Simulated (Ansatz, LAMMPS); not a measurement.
# Glassy 57SiO2-27Al2O3-16BaO (mol %) (149 atoms): a short ab initio trajectory, part 2 of 2

Aim: follow glassy 57SiO2-27Al2O3-16BaO (mol %) (149 atoms) for a short time with forces from DFT, then look at structure and electrons in the last frame.

Ansatz 0.2.0; Kohn-Sham DFT, PBE, PAW (set soft_2), plane waves.

The cell: 25 Si, 24 Al, 7 Ba and 93 O. The quench rate of 25 K/ps is orders of magnitude faster than experiment. The network of bonds at the start is that of the classical potential that made the cell. Sampling is at Γ alone, for a cell whose shortest periodic width is 12 Å. Spin–orbit coupling is left out.

So far, density (g/cm³): step 3 (structure statistics late in the run) 3.40.

## Step 4: Single point at the last frame

The last frame is solved once more, with the analyses that the dynamics left out.

Contents of input.yaml:

```yaml
crystal:
  lattice:
    - [12.2866, 0.0, 0.0]
    - [0.0, 12.2866, 0.0]
    - [0.0, 0.0, 12.2866]
  atoms:
    - { symbol: Si, position: [0.21387, 0.2899, 0.83168] }
    - { symbol: Si, position: [0.8097, 0.79922, 0.84205] }
    - { symbol: Si, position: [0.36, 0.00535, 0.67463] }
    - { symbol: Si, position: [0.41196, 0.90138, 0.29636] }
    [... 139 atom lines left out ...]
    - { symbol: O, position: [0.88657, 0.62705, 0.04094] }
    - { symbol: O, position: [0.44282, 0.00434, 0.37081] }
    - { symbol: O, position: [0.68674, 0.98422, 0.37028] }
    - { symbol: O, position: [0.54709, 0.9501, 0.83677] }
    - { symbol: O, position: [0.92382, 0.4529, 0.18261] }
    - { symbol: O, position: [0.98519, 0.82797, 0.09511] }
kpoints:
  mp_grid: { grid: [1, 1, 1] }
hamiltonian:
  xc: pbe
scf:
  occupations: { method: fermi_dirac, width: 0.05 }
output:
  forces: true
  stress: true
  populations: true
  dos:
    method: { smearing: { sigma: 0.1 } }
    de: 0.1
    projected: { site_lists: { Al: [Al], Ba: [Ba], O: [O], Si: [Si] } }
  eigenvalues: true
  write_density: true
  write_potential: true
  volumetric_format: npy
```

Launch:

```console
ansatz run input.yaml --threads 4 --pin off --max-ram 8192MiB --backend cpu --events-out ev --progress --plain --runs-dir out
```

Run time: 62 s. Hardware: 4 threads of Arm Neoverse V1, shared host; peak memory 2.9 GiB; 4 min of CPU time.

Numbers from this run:

| Property | Result |
| --- | --- |
| free energy | -123390.5067 eV |
| free energy per atom | -828.1242 eV/atom |
| SCF cycles | 9 |
| pressure | 3.057 GPa |
| r.m.s. force component | 1.062 eV/Å |
| longest force | 5.17 eV/Å |
| Fermi energy | 7.228 eV |
| gap (highest filled to lowest empty level) | 3.735 eV |
| spilling of the projection | 0.0119 |

Neighbours are counted within 2.16 Å (O-Si), 2.27 Å (O-Al), 3.48 Å (O-Ba), the cutoffs taken from the dynamics.

Length of the force by element and coordination:

| element | coordination | atoms | mean length of the force (eV/Å) | spread | least | most |
| --- | --- | --- | --- | --- | --- | --- |
| Al | all | 24 | 1.66 | 0.757 | 0.292 | 2.99 |
| Al | 4 | 21 | 1.78 | 0.71 | 0.581 | 2.99 |
| Al | 5 | 3 | 0.813 | 0.487 | 0.292 | 1.46 |
| Ba | all | 7 | 0.840 | 0.326 | 0.307 | 1.34 |
| Ba | 7 | 1 | 0.692 | 0 | 0.692 | 0.692 |
| Ba | 8 | 3 | 0.906 | 0.244 | 0.624 | 1.22 |
| Ba | 9 | 1 | 0.307 | 0 | 0.307 | 0.307 |
| Ba | 10 | 1 | 0.825 | 0 | 0.825 | 0.825 |
| Ba | 12 | 1 | 1.34 | 0 | 1.34 | 1.34 |
| O | all | 93 | 1.51 | 0.825 | 0.295 | 5.17 |
| O | 2 | 32 | 1.52 | 0.845 | 0.298 | 4.21 |
| O | 3 | 47 | 1.56 | 0.874 | 0.295 | 5.17 |
| O | 4 | 13 | 1.33 | 0.546 | 0.597 | 2.40 |
| O | 5 | 1 | 1.23 | 0 | 1.23 | 1.23 |
| Si | all | 25 | 2.14 | 1.05 | 0.672 | 4.63 |
| Si | 4 | 24 | 2.17 | 1.06 | 0.672 | 4.63 |
| Si | 5 | 1 | 1.38 | 0 | 1.38 | 1.38 |

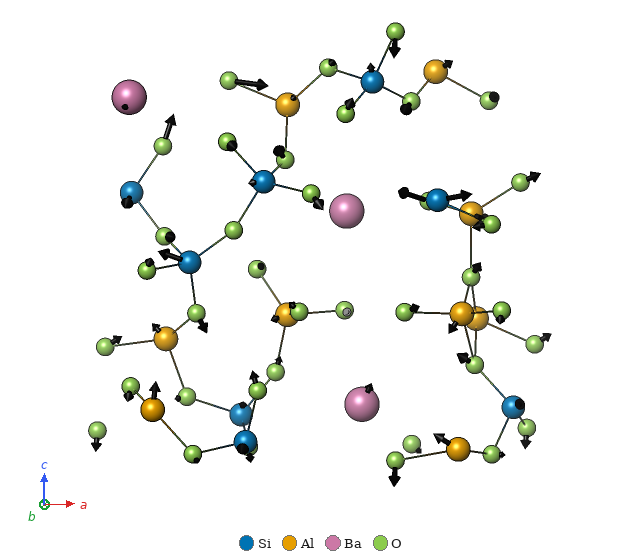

Forces as arrows; the longest in the cell is 5.17 eV/Å. Drawn is a slice 4 Å thick, seen along the normal of the ac plane. Bonds to atoms that aren't drawn are left out.

Löwdin charges by element and coordination (they lack the spilled electrons, 0.064 e an atom on average):

| element | coordination | atoms | mean charge (e) | spread | least | most |
| --- | --- | --- | --- | --- | --- | --- |
| Al | all | 24 | 1.30 | 0.0453 | 1.21 | 1.36 |
| Al | 4 | 21 | 1.30 | 0.0461 | 1.21 | 1.36 |
| Al | 5 | 3 | 1.28 | 0.032 | 1.25 | 1.32 |
| Ba | all | 7 | 1.93 | 0.0209 | 1.89 | 1.95 |
| Ba | 7 | 1 | 1.92 | 0 | 1.92 | 1.92 |
| Ba | 8 | 3 | 1.92 | 0.0264 | 1.89 | 1.95 |
| Ba | 9 | 1 | 1.95 | 0 | 1.95 | 1.95 |
| Ba | 10 | 1 | 1.94 | 0 | 1.94 | 1.94 |
| Ba | 12 | 1 | 1.94 | 0 | 1.94 | 1.94 |
| O | all | 93 | -0.834 | 0.0478 | -0.986 | -0.749 |
| O | 2 | 32 | -0.803 | 0.0399 | -0.977 | -0.749 |
| O | 3 | 47 | -0.847 | 0.0383 | -0.959 | -0.782 |
| O | 4 | 13 | -0.855 | 0.0486 | -0.986 | -0.787 |
| O | 5 | 1 | -0.963 | 0 | -0.963 | -0.963 |
| Si | all | 25 | 1.70 | 0.0407 | 1.59 | 1.75 |
| Si | 4 | 24 | 1.70 | 0.0413 | 1.59 | 1.75 |
| Si | 5 | 1 | 1.68 | 0 | 1.68 | 1.68 |

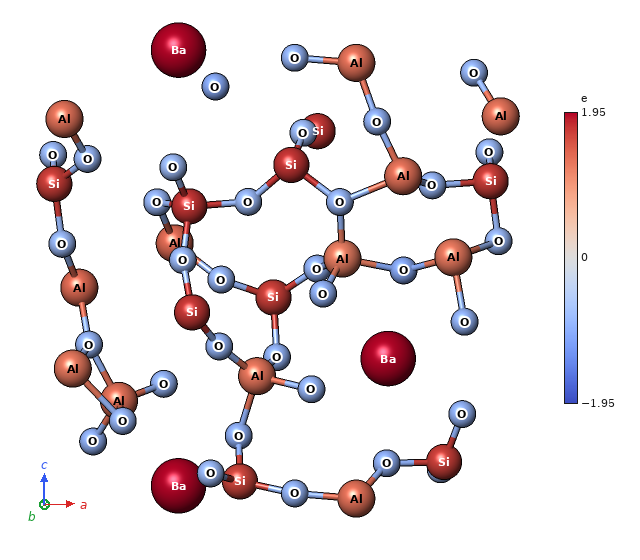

Atoms coloured by Löwdin charge. Drawn is a slice 4 Å thick, seen along the normal of the ac plane.

Density of states as counts of states in windows of 1 eV (from the Fermi level), total and the larger projections:

| from (eV) | to (eV) | total | O p | Si p | Al p | Ba p |
| --- | --- | --- | --- | --- | --- | --- |
| -14 | -13 | 10.8 | 0.4 | 0.1 | 0.1 | 10.1 |
| -13 | -12 | 25.2 | 1.3 | 0.1 | 0.2 | 23.1 |
| -12 | -11 | 10.0 | 4.4 | 0.3 | 0.1 | 3.4 |
| -11 | -10 | 12.0 | 8.1 | 0.7 | 0.1 | 0.1 |
| -10 | -9 | 22.0 | 15.3 | 1.3 | 0.4 | 0.1 |
| -9 | -8 | 38.3 | 28.3 | 3.7 | 1.1 | 0.1 |
| -8 | -7 | 50.4 | 38.5 | 5.2 | 2.4 | 0.2 |
| -7 | -6 | 73.3 | 58.7 | 5.4 | 4.1 | 0.3 |
| -6 | -5 | 86.8 | 74.6 | 3.0 | 3.9 | 0.4 |
| -5 | -4 | 101.6 | 92.7 | 1.8 | 2.3 | 0.5 |
| -4 | -3 | 104.1 | 98.2 | 1.1 | 1.2 | 0.4 |
| -3 | -2 | 58.2 | 55.5 | 0.4 | 0.6 | 0.2 |
| -2 | -1 | 4.8 | 4.6 | 0.0 | 0.0 | 0.0 |
| -1 | 1 | 0.0 | 0.0 | 0.0 | 0.0 | 0.0 |
| 1 | 2 | 2.0 | 0.1 | 0.0 | 0.0 | 0.0 |
| 2 | 3 | 6.3 | 0.5 | 0.6 | 0.5 | 0.0 |
| 3 | 4 | 30.1 | 2.7 | 2.4 | 4.1 | 0.1 |
| 4 | 5 | 46.0 | 4.2 | 5.2 | 7.4 | 0.1 |

Between -26 and -14 eV lie 188 more states.

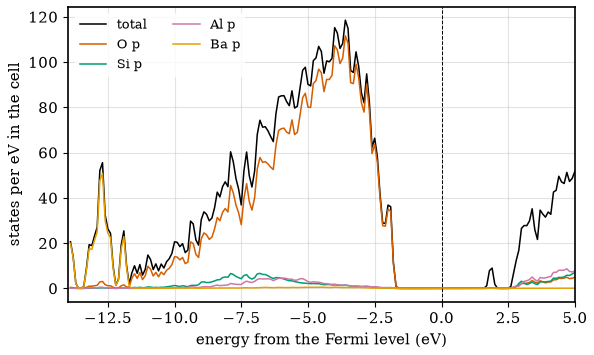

Total and projected density of states, with the broadening of the input.

The levels nearest the highest filled one (over half full), pooled over k-points and spins:

| level less the highest filled one (eV) | occupation |
| --- | --- |
| -0.241 | 2 |
| -0.202 | 2 |
| -0.092 | 2 |
| -0.073 | 2 |
| -0.0473 | 2 |
| 0 | 2 |
| 3.73 | 0 |
| 4.65 | 0 |
| 4.82 | 0 |
| 4.88 | 0 |
| 4.95 | 0 |
| 5.03 | 0 |

Mean Löwdin charges: Al +1.30, Ba +1.93, O -0.83, Si +1.70 e (they miss 1.2 % of the electrons, so they add up to more than the cell's charge).

## Step 5: Summary of results

- mean temperature, second half: 511.1 K
- temperature swing, second half: 16.47 K
- mean pressure, second half: 4.674 GPa
- slope of the conserved energy against time, by least squares: -0.2608 meV/atom/ps
- free energy per atom: -828.1242 eV/atom
- pressure: 3.057 GPa
- r.m.s. force component: 1.062 eV/Å
- gap (highest filled to lowest empty level): 3.735 eV
- wall time of the 2 DFT runs: 34 min

In words: Over the second half of 95 fs the temperature averages 511 K, falling from about 525 to 486 K (means over the first and last quarter of that half). The conserved energy stays within 0.12 meV/atom. The mean temperature of 511 K lies well off the 400 K of the input, so the thermostat hasn't yet brought the run to equilibrium. The count of bonds goes from 263 in the first frame to 262 in the last, by one set of cutoffs: 4 pairs passed out of them and 3 came within. The run spans 0.10 ps, too short for its means to be equilibrium values. Counting bonds as in the table, 88 % of Al atoms have 4, 43 % of Ba atoms have 8, 51 % of O atoms have 3 and 96 % of Si atoms have 4 bonded neighbours. 83 % of the oxygens bridge two formers (Si and Al) and 1 % are non-bridging; 16 % join three.

Between filled and empty levels lie 3.73 eV (at Γ alone); a semilocal functional tends to put such gaps too low. In a disordered cell it changes from sample to sample, and tail or defect levels can set it.

Caveats: The starting topology of bonds comes from the classical model; in DFT 4 of its 263 bonded pairs passed out of the cutoffs and 3 came within them. The pressure of 3.1 GPa is that of one thermal frame at a volume set beforehand, without the kinetic term.

[Logs are printed without paths, hosts, clocks, repeated set-up lines and the standing remarks that a program may print on its own settings, such as how far it seeks lower states.]

[Hosts, paths, dates, database ids (printed as entryN), source tags and the programs' standing remarks are cut or masked in the printed files.]
